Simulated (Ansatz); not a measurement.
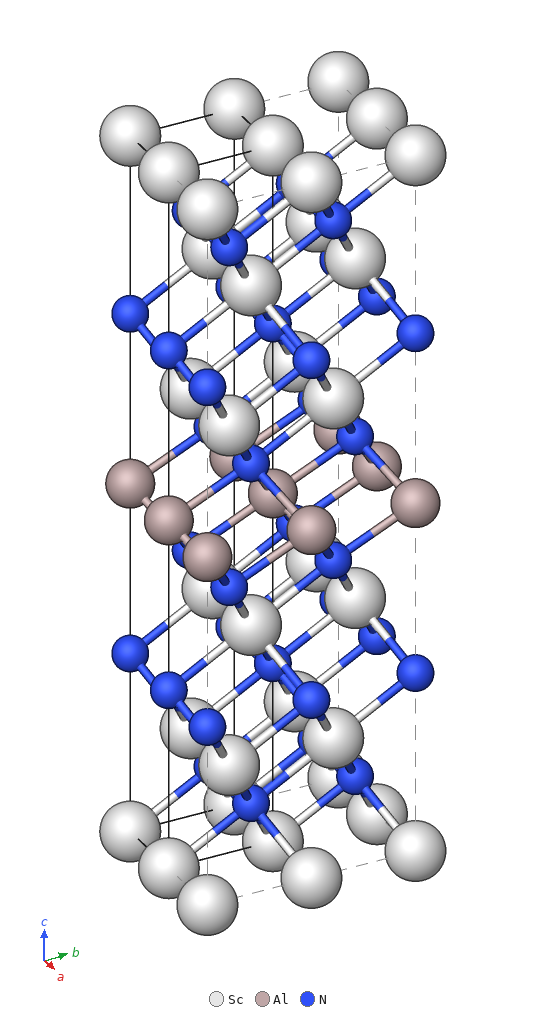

Ball-and-stick drawing of the structure, looking slightly off an axis. The picture spans 2×2×1 cells, one conventional unit cell being drawn with solid lines.

Sc₅AlN₆, space group P-3m1 (No. 164), a = 3.15 Å, b = 3.15 Å, c = 15.36 Å, α = 90.00°, β = 90.00°, γ = 120.00°.

The numbers come from DFT PBE, scalar-relativistic, plane waves, PAW (Ansatz 0.2.0), using a cutoff energy of 420 eV, 12×12×4 k-mesh, Gaussian smearing of 0.01 eV, no spin polarisation.

What is the band gap, if any?

A semiconductor at this level, with a gap of 0.14 eV on the k-mesh (the true edges may lie between mesh points, so the gap can be somewhat smaller).

Origin of the cell: a structure type filled with these elements by a generator (whether the compound takes this form wasn't checked). The geometry is the end of a relaxation with Ansatz 0.2.0, DFT PBE, scalar-relativistic, plane waves, PAW.
